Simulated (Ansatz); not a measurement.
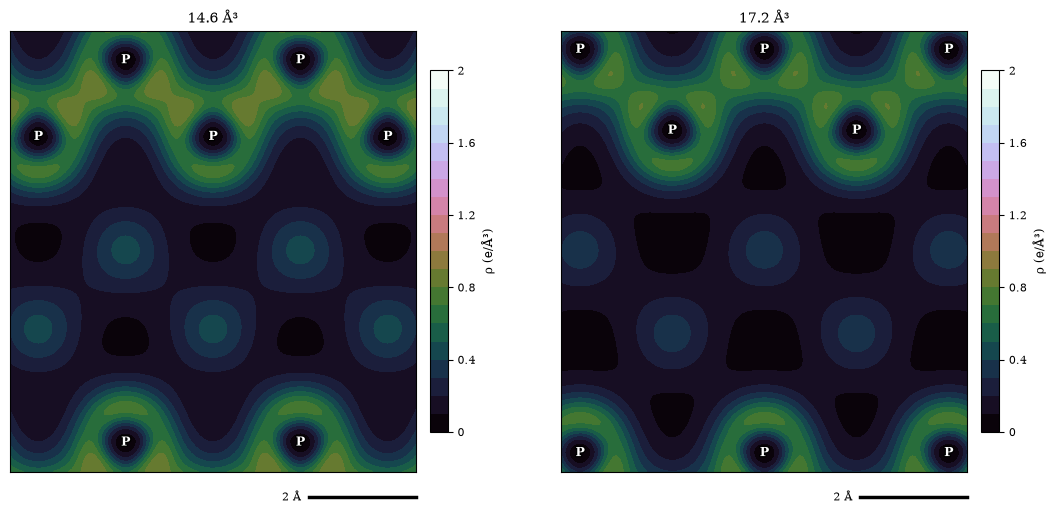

P. The valence electron density of cells scaled evenly to different volumes (given per atom above each panel), on the (110) plane of each (indices in the axes of the cell below), at one length scale and on one colour scale.

A generated structure, not necessarily the stable one.

Computed with DFT, PBEsol, plane waves (420 eV) with PAW, scalar-relativistic (Ansatz).

Core electrons are frozen (PAW), and the valence fields are smoothed inside the atomic spheres.

The largest cell:

```
P
1.0
    -2.48810    2.84198    1.29992
     2.84198   -2.48810    1.29992
     2.39190    2.39190   -0.65179
P
2
Cartesian
  -2.3563 2.7102 1.2999
  -0.0914 2.8372 0.9740
```

| volume (Å³/atom) | P–P contact in the plane (Å) | ρ at its midpoint (e/Å³) | 
| --- | --- | --- |
| 14.64 | 2.172 | 0.815 | 
| 15.91 | 2.234 | ? | 
| 17.19 | 2.292 | 0.674 | 

**What values belong in the row with question marks?**

Over the known rows ln ρ falls by 1.58 per Å of P–P distance (the line through the two), which gives 0.739 e/Å³ at 2.234 Å; the calculation gives 0.739 e/Å³.
